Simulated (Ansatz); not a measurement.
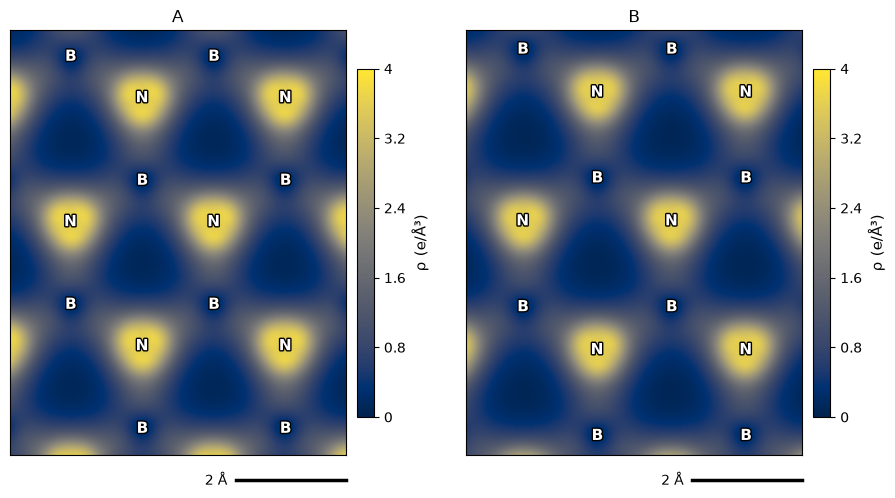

BN. The valence electron density of two cells that differ in size and shape, on the (001) plane of each (indices in the axes of the calculation cell), at one length scale and on one colour scale: B has 10.9 Å³ an atom and A 10.5.

All numbers below come from Ansatz, DFT PBE+D3(BJ), scalar-relativistic, plane waves, PAW.

In a PAW calculation such maps are meaningful between the atoms, not at the nuclei.

**What changes from the larger cell to the smaller?**

From the larger cell to the smaller, B–N goes from 1.56 to 1.50 Å, and the density at its midpoint from 1.4 to 1.6 e/Å³; the pressure goes from −38 to −22 GPa; the Kohn–Sham gap goes from 3.9 eV to 4.2 eV.
